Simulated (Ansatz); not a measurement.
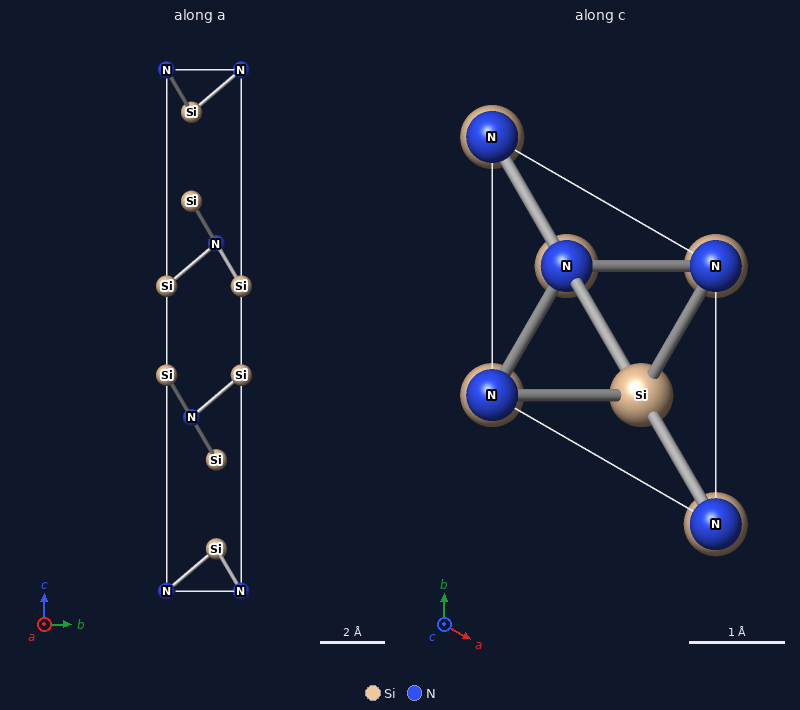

A ball-and-stick rendering, viewed along the a axis and along the c axis. The wireframe shows the conventional unit cell.

Si₂N, space group R-3m (No. 166), a = 2.72 Å, b = 2.72 Å, c = 16.41 Å, α = 90.00°, β = 90.00°, γ = 120.00°.

Method: Ansatz 0.2.0, DFT PBE, scalar-relativistic, plane waves, PAW; a 420 eV plane-wave basis, k-points about 0.15 Å⁻¹ apart, Gaussian smearing of 0.1 eV, no spin polarisation.

Question: Classify it as metallic or gapped, with the value.

Answer: A metal: bands cross the Fermi level.

Question: Which way would the volume go on relaxing?

Answer: The computed pressure is 0.0 GPa, close to zero.

Origin of the cell: a structure type filled with these elements by a generator (whether the compound takes this form wasn't checked). Earlier steps of the study may have refined or changed the cell and positions. Ansatz was used for an electronic-structure calculation on it.
